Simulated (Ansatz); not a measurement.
# Ga₂O₃: geometry relaxation (part 3 of 3)

The same run, continued: Ga₂O₃ (C2/m, 10 atoms in the cell); DFT, PBE, plane waves, PAW, no spin polarisation (Ansatz 0.2.0); cutoff 420 eV, 10×10×6 k-mesh, Gaussian smearing of 0.02 eV. The structure derives from a Materials Project entry. The settings are looser than a standard set-up, so the numbers are not reference values.

Geometry of the input (Å; fractional positions):
```
6.1402  -1.5238  0.0000
6.1402  1.5238  0.0000
-1.3841  0.0000  5.6503
Ga 0.3412  0.3412  0.6853
Ga 0.6588  0.6588  0.3147
Ga 0.9095  0.9095  0.2052
Ga 0.0905  0.0905  0.7948
O  0.5035  0.5035  0.7433
O  0.4965  0.4965  0.2567
O  0.8266  0.8266  0.4368
O  0.1734  0.1734  0.5632
O  0.1645  0.1645  0.1092
O  0.8355  0.8355  0.8908
```

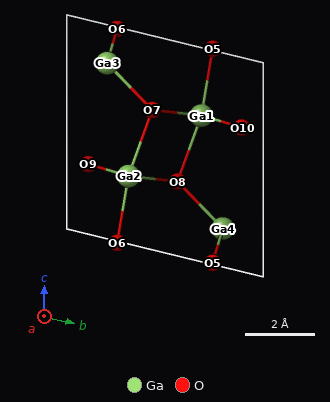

The geometry at step 9 of the log (ball-and-stick view of the reduced cell, along the a axis; atoms are numbered from 1 in the order of the input).

**Results in brief**

| quantity | value |
| --- | --- |
| outcome | converged |
| space group (tolerance 0.01 Å) | C2/m (12) |
| electrons treated | 88 |
| free energy | −18540.1191 eV |
| Fermi energy | 8.565 eV |
| gap on the k-point mesh | 2.01 eV |
| pressure | 0.02 GPa |
| final volume | 109.64 Å³ |
| largest force (length of the vector) at the end | 0.002 eV/Å |
| final cell | a = 6.415 Å, b = 6.415 Å, c = 5.878 Å, α = 103.29°, β = 103.29°, γ = 27.81° |
| wall time | 5.4 min (CPU time 18 min) |
| peak memory | 1 GiB |

**Notes**

These settings are looser than, or depart from, a standard set-up, so the numbers are not reference values for this system.
